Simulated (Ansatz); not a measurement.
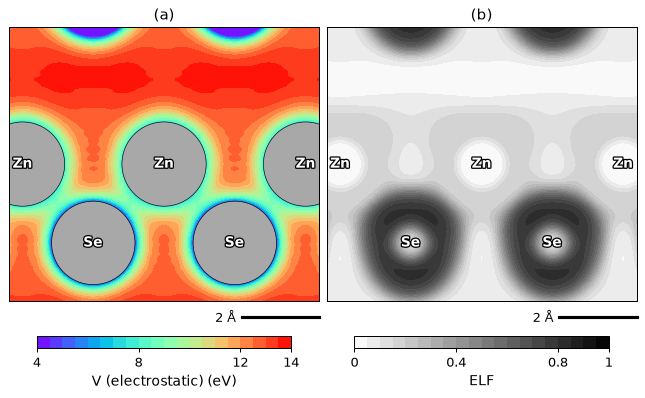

Figure. ZnSe₅. (a) electrostatic potential energy of an electron; (b) ELF on the (11̄0) plane of the conventional cell. Grey discs cover the atomic cores in the potential map.

Space group P-62m; a structure generated by program, which may or may not match a known phase.

These are results of DFT PBE, scalar-relativistic, plane waves, PAW (Ansatz 0.2.0), not measurements.

In a PAW calculation such maps are meaningful between the atoms, not at the nuclei.

> What do the fields say about this system?

Atoms in the plane: Zn and Se. Zn–Se (2.74 Å): the ELF is about 0.50 at the midpoint. The ELF also peaks beside Se, away from the bonds: lone-pair regions. Outside the cores the potential energy rises away from the atoms and is highest about 2.2 Å from the nearest atoms; its zero is arbitrary.

> Metal or insulator at this level of theory?

It is metallic or semimetallic at this level of theory: no gap opens.
